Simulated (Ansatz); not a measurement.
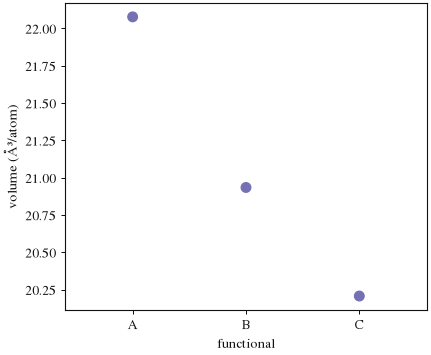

The figure shows the volume by functional for AgCl, space group Fm-3m (No. 225). The labels are replaced by letters. In alphabetical order the cases are: PBE; PBE+D3(BJ); PBEsol.

Cell as given: a = 3.868 Å, b = 3.868 Å, c = 3.868 Å, α = 60.00°, β = 60.00°, γ = 60.00°; 2 atoms.

Method: volume and cell lengths of one structure relaxed by several density functionals; plane waves with PAW datasets, Γ-centred k mesh (Ansatz 0.2.0). All runs: no spin polarisation.

- occupations: Gaussian
- smearing width: 0.02 eV

The space group named is that of the starting cell.

**Which letter stands for which functional?**

A: PBE (22.1 Å³/atom); B: PBE+D3(BJ) (20.9 Å³/atom); C: PBEsol (20.2 Å³/atom).
